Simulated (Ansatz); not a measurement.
# GaN: what the fields show

```
Ga N
1.0
     5.30817    0.00000    0.00000
    -2.65408    4.59701    0.00000
     0.00000    0.00000    3.35039
Ga N
1 1
Direct
  0.00000 0.00000 0.50000
  0.00000 0.00000 0.00000
```

Space group P6/mmm; a generated structure, not necessarily the stable one.

The calculation used Kohn-Sham DFT of a periodic cell, HSEsol, Ansatz PAW (Ansatz 0.2.0).

In a PAW calculation such maps are meaningful between the atoms, not at the nuclei.

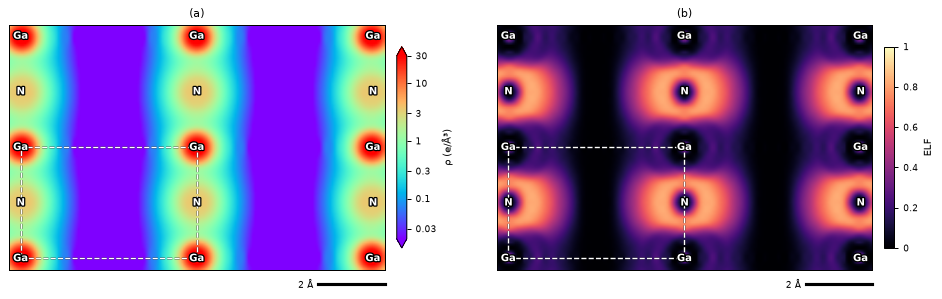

Figure 1. (a) valence electron density; (b) electron localisation function on the (010) plane of the conventional cell.

Interpret the plot.

The plane passes through Ga and N nuclei. Ga–N (1.68 Å): ρ is about 1.3 e/Å³ halfway; the ELF peaks at about 0.75 in the valence shell of N, 0.6 Å from its nucleus, and is about 0.60 at the midpoint. The density dies away to nearly zero in the voids. The ELF also peaks beside N, away from the bonds: lone-pair regions.

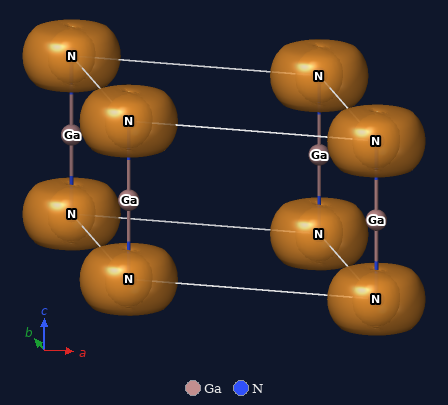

Figure 2. Isosurface of the electron localisation function at 0.75 (orange), seen slightly off an axis. Only the valence region is drawn (cores and ρ < 0.01 e/Å³ removed). Sticks mark near contacts.

Where are the electrons localised?

At this value the surface marks out one region wrapped around N (its valence shell), counted in one cell of 2 atoms. Any copies at cell faces, edges or corners count once.

Does the calculation make it a metal, or give it a gap?

It is gapped, with a Kohn–Sham gap of 2.6 eV on the k-point mesh (the band edges may lie off the mesh, which would make the gap smaller).
